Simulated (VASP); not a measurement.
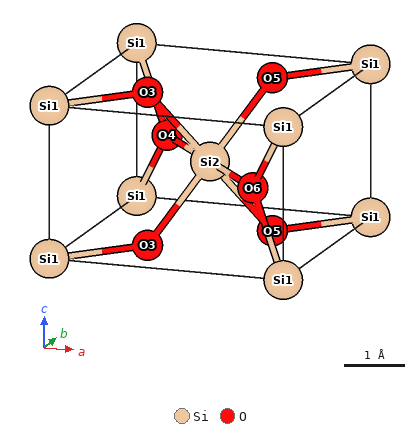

*The structure as given in the input (ball-and-stick view of the cell of the calculation, seen slightly off an axis; atoms are numbered from 1 in the order of the input).*

**SiO2: band-structure calculation**

- system: SiO2 (Pnnm, 6 atoms in the cell)
- method: DFT, PBE, plane waves, PAW (VASP 6.6.1)

The structure derives from an entry of the Crystallography Open Database. The geometry comes from this level: r2SCAN (a point of a series of strains). It belongs to a series of runs on one base structure; here: uniaxial_y strain +4.7%.

## INCAR
```
ENCUT = 520.000000
SIGMA = 0.020000
EDIFF = 1.00e-07
GGA = PE
PREC = Accurate
IBRION = -1
ISIF = 2
ISMEAR = -1
NBANDS = 25
NELM = 120
NSW = 0
LASPH = .TRUE.
LCHARG = .FALSE.
LWAVE = .FALSE.
LREAL = .FALSE.
```

## KPOINTS
```
KPOINTS created by Atomic Simulation Environment
0
Gamma
6 6 10
0 0 0
```

## KPOINTS_OPT
```
special points
6
Reciprocal
0.0000000000 0.0000000000 0.0000000000 1
0.0000000000 0.5000000000 0.0000000000 1
0.5000000000 0.5000000000 0.0000000000 1
0.0000000000 0.0000000000 0.5000000000 1
0.0000000000 0.5000000000 0.5000000000 1
0.5000000000 0.5000000000 0.5000000000 1
```

## POSCAR
```
Si O
 1.0000000000000000
     4.1851894810000001    0.0000000000000000    0.0000000000000000
     0.0000000000000000    4.3835674624000003    0.0000000000000000
     0.0000000000000000    0.0000000000000000    2.6688395692000002
 Si  O
   2   4
Cartesian
  0.0000000000000000 -0.0000000000000000  0.0000000000000000
  2.0925947405000001  2.1917837311999997  1.3344197845999999
  1.2615328535527421  1.3873605534105093  0.0000000000000000
  0.8310618869472576  3.5791442846105093  1.3344197845999999
  2.9236566274472575  2.9962069089894903  0.0000000000000000
  3.3541275940527422  0.8044231777894902  1.3344197845999999
```

Run as:
```bash
mpirun -np 1 vasp_std
```

## OSZICAR
```
N       E                     dE             d eps       ncg     rms          rms(c)
DAV:   1     0.134858516646E+03    0.13486E+03   -0.17522E+04  4824   0.122E+03
DAV:   2    -0.438094746515E+02   -0.17867E+03   -0.17160E+03  6158   0.276E+02
DAV:   3    -0.507834771210E+02   -0.69740E+01   -0.69423E+01  6393   0.521E+01
DAV:   4    -0.508290999621E+02   -0.45623E-01   -0.45610E-01  5608   0.492E+00
DAV:   5    -0.508294872327E+02   -0.38727E-03   -0.38720E-03  6457   0.428E-01    0.169E+01
DAV:   6    -0.462002136410E+02    0.46293E+01   -0.13255E+01  6002   0.243E+01    0.763E+00
DAV:   7    -0.462416242704E+02   -0.41411E-01   -0.66946E-01  5983   0.481E+00    0.286E+00
DAV:   8    -0.462541708658E+02   -0.12547E-01   -0.23996E-02  6008   0.136E+00    0.109E+00
DAV:   9    -0.462609249145E+02   -0.67540E-02   -0.96618E-03  6093   0.843E-01    0.260E-01
DAV:  10    -0.462611596702E+02   -0.23476E-03   -0.70387E-04  6125   0.186E-01    0.516E-02
DAV:  11    -0.462611316400E+02    0.28030E-04   -0.11225E-04  6165   0.766E-02    0.122E-02
DAV:  12    -0.462611333808E+02   -0.17408E-05   -0.82029E-06  5901   0.197E-02    0.468E-03
DAV:  13    -0.462611335199E+02   -0.13913E-06   -0.15411E-06  6261   0.863E-03    0.393E-03
DAV:  14    -0.462611334948E+02    0.25102E-07   -0.75478E-08  4290   0.198E-03
   1 F= -.46261133E+02 E0= -.46261133E+02  d E =-.466125E-12
       N       E                     dE             ncg
DAV:   1     0.578732705896E+04   -0.48523E+04      300
DAV:   2     0.476984833695E+04   -0.10175E+04      373
DAV:   3     0.473025832782E+04   -0.39590E+02      398
DAV:   4     0.472996339995E+04   -0.29493E+00      342
DAV:   5     0.472996040698E+04   -0.29930E-02      406
DAV:   6     0.472996035562E+04   -0.51364E-04      368
DAV:   7     0.472996035450E+04   -0.11139E-05      389
DAV:   8     0.472996035448E+04   -0.24782E-07      280
```

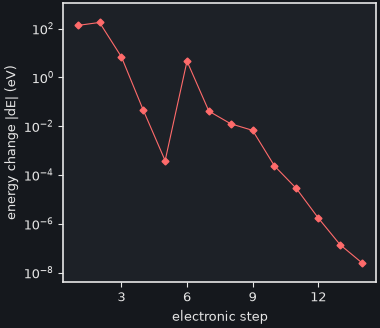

*Convergence of the self-consistent field: energy change |dE| against the electronic step.*

It takes 14 electronic steps. The density is held fixed in the first few steps, and dE rises again when its update begins.

## Parts of OUTCAR
```
k-points           NKPTS =     96   k-points in BZ     NKDIM =     96   number of bands    NBANDS=     25

   NELECT =      32.0000    total number of electrons

   dimension x,y,z NGX =    32 NGY =   36 NGZ =   20
   dimension x,y,z NGXF=    64 NGYF=   72 NGZF=   40

  energy-cutoff  :      520.00
  volume of cell :       48.96
      direct lattice vectors                 reciprocal lattice vectors
     4.185189481  0.000000000  0.000000000     0.238937808  0.000000000  0.000000000
     0.000000000  4.383567462  0.000000000     0.000000000  0.228124697  0.000000000
     0.000000000  0.000000000  2.668839569     0.000000000  0.000000000  0.374694684

 k-points in reciprocal lattice and weights: KPOINTS created by Atomic Simulation Env
   0.00000000  0.00000000  0.00000000       0.003
   0.16666667  0.00000000  0.00000000       0.006
   0.33333333  0.00000000  0.00000000       0.006
   0.50000000  0.00000000  0.00000000       0.003
   0.00000000  0.16666667  0.00000000       0.006
   0.16666667  0.16666667  0.00000000       0.011
   0.33333333  0.16666667  0.00000000       0.011
   0.50000000  0.16666667  0.00000000       0.006
   0.00000000  0.33333333  0.00000000       0.006
   0.16666667  0.33333333  0.00000000       0.011
   0.33333333  0.33333333  0.00000000       0.011
   0.50000000  0.33333333  0.00000000       0.006
   0.00000000  0.50000000  0.00000000       0.003
   0.16666667  0.50000000  0.00000000       0.006
   0.33333333  0.50000000  0.00000000       0.006
   0.50000000  0.50000000  0.00000000       0.003
   0.00000000  0.00000000  0.10000000       0.006
   0.16666667  0.00000000  0.10000000       0.011
   0.33333333  0.00000000  0.10000000       0.011
   0.50000000  0.00000000  0.10000000       0.006
   0.00000000  0.16666667  0.10000000       0.011
   0.16666667  0.16666667  0.10000000       0.022
   0.33333333  0.16666667  0.10000000       0.022
   0.50000000  0.16666667  0.10000000       0.011
   0.00000000  0.33333333  0.10000000       0.011
   0.16666667  0.33333333  0.10000000       0.022
   0.33333333  0.33333333  0.10000000       0.022
   0.50000000  0.33333333  0.10000000       0.011
   0.00000000  0.50000000  0.10000000       0.006
   0.16666667  0.50000000  0.10000000       0.011
   0.33333333  0.50000000  0.10000000       0.011
   0.50000000  0.50000000  0.10000000       0.006
   0.00000000  0.00000000  0.20000000       0.006
   0.16666667  0.00000000  0.20000000       0.011
   0.33333333  0.00000000  0.20000000       0.011
   0.50000000  0.00000000  0.20000000       0.006
   0.00000000  0.16666667  0.20000000       0.011
   0.16666667  0.16666667  0.20000000       0.022
   0.33333333  0.16666667  0.20000000       0.022
   0.50000000  0.16666667  0.20000000       0.011
   0.00000000  0.33333333  0.20000000       0.011
   0.16666667  0.33333333  0.20000000       0.022
   0.33333333  0.33333333  0.20000000       0.022
   0.50000000  0.33333333  0.20000000       0.011
   0.00000000  0.50000000  0.20000000       0.006
   0.16666667  0.50000000  0.20000000       0.011
   0.33333333  0.50000000  0.20000000       0.011
   0.50000000  0.50000000  0.20000000       0.006
   0.00000000  0.00000000  0.30000000       0.006
   0.16666667  0.00000000  0.30000000       0.011
   0.33333333  0.00000000  0.30000000       0.011
   0.50000000  0.00000000  0.30000000       0.006
   0.00000000  0.16666667  0.30000000       0.011
   0.16666667  0.16666667  0.30000000       0.022
   0.33333333  0.16666667  0.30000000       0.022
   0.50000000  0.16666667  0.30000000       0.011
   0.00000000  0.33333333  0.30000000       0.011
   0.16666667  0.33333333  0.30000000       0.022
   0.33333333  0.33333333  0.30000000       0.022
   0.50000000  0.33333333  0.30000000       0.011
   0.00000000  0.50000000  0.30000000       0.006
   0.16666667  0.50000000  0.30000000       0.011
   0.33333333  0.50000000  0.30000000       0.011
   0.50000000  0.50000000  0.30000000       0.006
   0.00000000  0.00000000  0.40000000       0.006
   0.16666667  0.00000000  0.40000000       0.011
   0.33333333  0.00000000  0.40000000       0.011
   0.50000000  0.00000000  0.40000000       0.006
   0.00000000  0.16666667  0.40000000       0.011
   0.16666667  0.16666667  0.40000000       0.022
   0.33333333  0.16666667  0.40000000       0.022
   0.50000000  0.16666667  0.40000000       0.011
   0.00000000  0.33333333  0.40000000       0.011
   0.16666667  0.33333333  0.40000000       0.022
   0.33333333  0.33333333  0.40000000       0.022
   0.50000000  0.33333333  0.40000000       0.011
   0.00000000  0.50000000  0.40000000       0.006
   0.16666667  0.50000000  0.40000000       0.011
   0.33333333  0.50000000  0.40000000       0.011
   0.50000000  0.50000000  0.40000000       0.006
   0.00000000  0.00000000  0.50000000       0.003
   0.16666667  0.00000000  0.50000000       0.006
   0.33333333  0.00000000  0.50000000       0.006
   0.50000000  0.00000000  0.50000000       0.003
   0.00000000  0.16666667  0.50000000       0.006
   0.16666667  0.16666667  0.50000000       0.011
   0.33333333  0.16666667  0.50000000       0.011
   0.50000000  0.16666667  0.50000000       0.006
   0.00000000  0.33333333  0.50000000       0.006
   0.16666667  0.33333333  0.50000000       0.011
   0.33333333  0.33333333  0.50000000       0.011
   0.50000000  0.33333333  0.50000000       0.006
   0.00000000  0.50000000  0.50000000       0.003
   0.16666667  0.50000000  0.50000000       0.006
   0.33333333  0.50000000  0.50000000       0.006
   0.50000000  0.50000000  0.50000000       0.003

 E-fermi :   7.8684

 k-point     1 :       0.0000    0.0000    0.0000
  band No.  band energies     occupation
      1     -14.5892      2.00000
      2     -11.3083      2.00000
      3     -11.2129      2.00000
      4     -11.0717      2.00000
      5      -2.8497      2.00000
      6       1.2318      2.00000
      7       1.4310      2.00000
      8       1.7357      2.00000
      9       2.5284      2.00000
     10       2.5313      2.00000
     11       4.5102      2.00000
     12       4.6705      2.00000
     13       4.9902      2.00000
     14       6.5185      2.00000
     15       6.8093      2.00000
     16       7.4190      2.00000
     17      12.4034      0.00000
     18      14.2635      0.00000
     19      15.7069      0.00000
     20      16.2216      0.00000
     21      18.7117      0.00000
     22      19.3731      0.00000
     23      20.5815      0.00000
     24      20.8294      0.00000
     25      22.4392      0.00000

 k-point     2 :       0.1667    0.0000    0.0000
  band No.  band energies     occupation
      1     -14.4505      2.00000
      2     -11.8210      2.00000
      3     -11.2402      2.00000
      4     -10.7500      2.00000
      5      -2.6813      2.00000
      6       0.4885      2.00000
      7       1.4407      2.00000
      8       2.3059      2.00000
      9       2.6315      2.00000
     10       3.1510      2.00000
     11       4.3964      2.00000
     12       4.5659      2.00000
     13       5.0690      2.00000
     14       6.2057      2.00000
     15       6.4695      2.00000
     16       7.2682      2.00000
     17      12.8403      0.00000
     18      14.4685      0.00000
     19      15.7659      0.00000
     20      16.1065      0.00000
     21      19.2535      0.00000
     22      19.5718      0.00000
     23      19.9687      0.00000
     24      20.3341      0.00000
     25      22.5228      0.00000

 k-point     3 :       0.3333    0.0000    0.0000
  band No.  band energies     occupation
      1     -14.0460      2.00000
      2     -12.6315      2.00000
      3     -11.0580      2.00000
      4     -10.6821      2.00000
      5      -2.2256      2.00000
      6      -0.5915      2.00000
      7       2.0498      2.00000
      8       2.9273      2.00000
      9       3.2659      2.00000
     10       3.7566      2.00000
     11       3.8993      2.00000
     12       4.7147      2.00000
     13       4.9397      2.00000
     14       5.0490      2.00000
     15       6.3627      2.00000
     16       6.8103      2.00000
     17      13.7582      0.00000
     18      14.8646      0.00000
     19      15.9597      0.00000
     20      16.2629      0.00000
     21      18.6754      0.00000
     22      18.7827      0.00000
     23      20.1463      0.00000
     24      21.0127      0.00000
     25      22.4443      0.00000

 k-point     4 :       0.5000    0.0000    0.0000
  band No.  band energies     occupation
      1     -13.4147      2.00000
      2     -13.4147      2.00000
      3     -10.8325      2.00000
      4     -10.8325      2.00000
      5      -1.5252      2.00000
      6      -1.5252      2.00000
      7       3.1759      2.00000
      8       3.1759      2.00000
      9       3.3741      2.00000
     10       3.3741      2.00000
     11       4.0815      2.00000
     12       4.0815      2.00000
     13       4.9030      2.00000
     14       4.9030      2.00000
     15       6.3916      2.00000
     16       6.3916      2.00000
     17      14.6343      0.00000
     18      14.6343      0.00000
     19      16.4195      0.00000
     20      16.4195      0.00000
     21      18.0055      0.00000
     22      18.0055      0.00000
     23      21.0517      0.00000
     24      21.0517      0.00000
     25      22.0354      0.00000

 k-point     5 :       0.0000    0.1667    0.0000
  band No.  band energies     occupation
      1     -14.4618      2.00000
      2     -11.9694      2.00000
      3     -11.0153      2.00000
      4     -10.7899      2.00000
      5      -2.6778      2.00000
      6       0.6739      2.00000
      7       1.4128      2.00000
      8       2.0877      2.00000
      9       2.6226      2.00000
     10       3.1464      2.00000
     11       4.2639      2.00000
     12       4.7169      2.00000
     13       5.0672      2.00000
     14       5.9520      2.00000
     15       6.7445      2.00000
     16       7.1806      2.00000
     17      12.8851      0.00000
     18      14.4555      0.00000
     19      15.8629      0.00000
     20      16.2621      0.00000
     21      18.9404      0.00000
     22      19.5798      0.00000
     23      20.2153      0.00000
     24      20.2424      0.00000
     25      22.2563      0.00000

 [... the levels of 90 k-points are left out ...]

 k-point    96 :       0.5000    0.5000    0.5000
  band No.  band energies     occupation
      1     -11.7710      2.00000
      2     -11.7710      2.00000
      3     -10.5650      2.00000
      4     -10.5650      2.00000
      5      -2.8360      2.00000
      6      -2.8360      2.00000
      7      -0.2541      2.00000
      8      -0.2541      2.00000
      9       2.9532      2.00000
     10       2.9532      2.00000
     11       3.2774      2.00000
     12       3.2774      2.00000
     13       5.6771      2.00000
     14       5.6771      2.00000
     15       6.0816      2.00000
     16       6.0816      2.00000
     17      14.2553      0.00000
     18      14.2553      0.00000
     19      17.7082      0.00000
     20      17.7082      0.00000
     21      19.3162      0.00000
     22      19.3162      0.00000
     23      21.3765      0.00000
     24      21.3765      0.00000
     25      22.6675      0.00000

  Total        0.4970594     -2.7631168      0.6446111      0.0000000      0.0000000      0.0000000
  in kB       16.2649823    -90.4158437     21.0932278      0.0000000      0.0000000      0.0000000
  external PRESSURE =     -17.6858779 kB  Pullay stress =       0.0000000 kB

 POSITION                                       TOTAL-FORCE (eV/Angst)
 -----------------------------------------------------------------------------------
      0.00000      0.00000      0.00000         0.000000      0.000000      0.000000
      2.09259      2.19178      1.33442         0.000000      0.000000      0.000000
      1.26153      1.38736      0.00000        -0.109106     -0.089900      0.000000
      0.83106      3.57914      1.33442         0.109106     -0.089900     -0.000000
      2.92366      2.99621      0.00000         0.109106      0.089900      0.000000
      3.35413      0.80442      1.33442        -0.109106      0.089900      0.000000
 -----------------------------------------------------------------------------------
    total drift:                                0.000000      0.000000      0.000000

  FREE ENERGIE OF THE ION-ELECTRON SYSTEM (eV)
  ---------------------------------------------------
  free  energy   TOTEN  =       -46.2611334948 eV

  energy  without entropy=      -46.2611334948  energy(sigma->0) =      -46.26113349
```

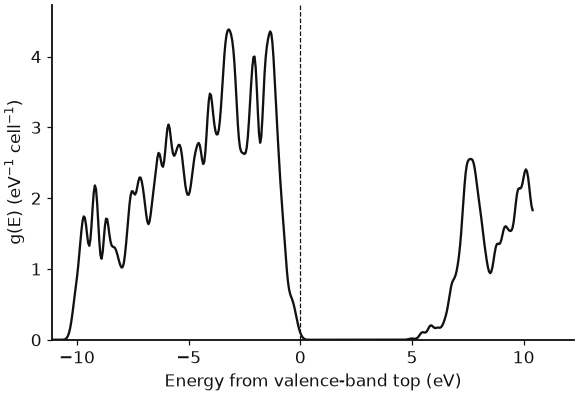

*Density of states (the curve is built from the levels of the k mesh with Gaussians 0.3 eV wide, which also blur the band edges), with energies from the valence-band top.*

There is a gap of 4.98 eV on the k-point mesh. Small ripples come from the finite k-point mesh.

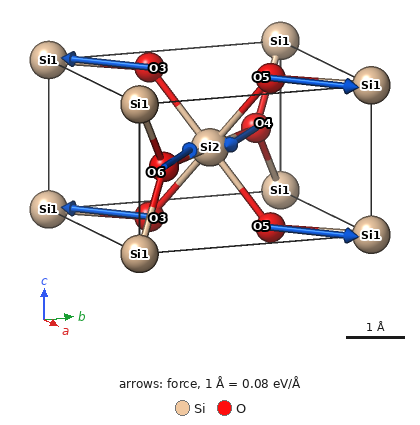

*Forces on the atoms as blue arrows (ball-and-stick view of the cell of the calculation, seen slightly off an axis; atoms are numbered from 1 in the order of the input).*

The largest act on all 4 O atoms (0.14 eV/Å). The geometry is not a stationary point of this energy.

## Results in brief

```json
{"quantity": "outcome", "value": "converged"}
{"quantity": "space group (tolerance 0.01 Å)", "value": "Pnnm (58)"}
{"quantity": "electrons treated", "value": "32"}
{"quantity": "free energy", "value": "−46.2611 eV"}
{"quantity": "Fermi energy", "value": "7.868 eV"}
{"quantity": "band gap", "value": "4.98 eV"}
{"quantity": "pressure", "value": "−1.77 GPa"}
{"quantity": "largest force (length of the vector)", "value": "0.141 eV/Å"}
{"quantity": "hardware", "value": "1 CPU thread, shared host"}
{"quantity": "wall time", "value": "84 s"}
{"quantity": "peak memory", "value": "0.27 GiB"}
```
